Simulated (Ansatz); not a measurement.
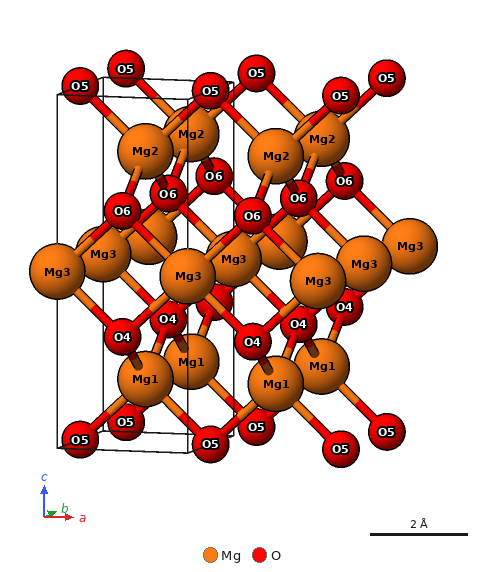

Starting structure of solid MgO (a generated structure, set up in Pmmm) (coarse preliminary run). Style: ball-and-stick. Shown: the cell of the calculation, repeated 2 × 2 × 1 with one cell outlined, slightly off an axis.

These are results of DFT PBE, scalar-relativistic, plane waves, PAW (Ansatz 0.2.0), not measurements.

Input file:
```yaml
crystal:
  lattice:
    - [2.82137328, 0.0, 0.0]
    - [0.0, 3.18467774, 0.0]
    - [0.0, 0.0, 7.35824535]
  atoms:
    - { symbol: Mg, position: [0.5, 0.5, 0.17804846] }
    - { symbol: Mg, position: [0.5, 0.5, 0.82195154] }
    - { symbol: Mg, position: [0.0, 0.0, 0.5] }
    - { symbol: O, position: [0.5, 0.0, 0.32195154] }
    - { symbol: O, position: [0.0, 0.5, 0.0] }
    - { symbol: O, position: [0.5, 0.0, 0.67804846] }
basis:
  ecutwfc: 420
kpoints:
  mp_grid: { grid: [6, 6, 4] }
hamiltonian:
  xc: pbe
scf:
  occupations: { method: gaussian, width: 0.1 }
  lower_state_search: "off"
output:
  forces: true
  stress: true
  eigenvalues: true
relax:
  adjacent_minimum: "off"
  f_tol: 0.04
  max_steps: 70
  cell: { stress_tol: 0.4 }
```

Command:
```bash
ansatz run input.yaml --threads 1 --pin off --max-ram 2560MiB --backend cpu --events-out ev --progress --plain --runs-dir out
```

What does the optimiser find from here?

Answer. The largest moves relative to the cell, 0.055 Å, are those of Mg1 and Mg2. Mg1 goes along −c. By element the largest moves are Mg 0.055 Å, O 0.018 Å. The drawn cell changes as follows: a 2.821 → 2.978 Å (+5.6 %), b 3.185 → 3.232 Å (+1.5 %), c 7.358 → 7.778 Å (+5.7 %); the volume changes by +13.2 %. Among the contacts that change: Mg1–O4 1.912 → 2.008 Å, Mg3–O4 1.925 → 2.021 Å, Mg1–O5 1.925 → 1.996 Å, Mg1–Mg2 2.620 → 2.659 Å. Bond angles that change, for instance: O6–Mg2–O6 112.8° → 107.1°, Mg2–O6–Mg2 112.8° → 107.1°, Mg1–O5–Mg1 94.2° → 96.5°. The space group stays Pmmm (No. 47). The energy falls by 0.609 eV per cell of the calculation in 5 accepted moves (7 points after the start). The largest force component goes from 1 to 0.006 eV/Å. Pressure: 19.40 GPa at the start and 0.16 GPa at the end. At 2 points the geometry stayed and the basis and grid were re-selected for the new cell (energy shift of 51.6 meV per cell of the calculation at most each time). Cost: 30 s on 1 thread of Arm Neoverse V2 (shared host), peak memory 0.36 GiB.

Final geometry:

```
Mg O
1.0
     2.97802    0.00000    0.00000
     0.00000    3.23180    0.00000
     0.00000    0.00000    7.77765
Mg O
3 3
Direct
  0.50000 0.50000 0.17095
  0.50000 0.50000 0.82905
  0.00000 0.00000 0.50000
  0.50000 0.00000 0.32431
  0.00000 0.50000 0.00000
  0.50000 0.00000 0.67569
```

The end point in the same view:

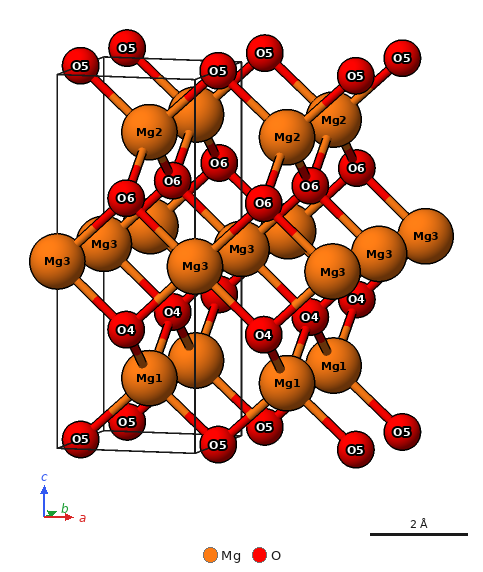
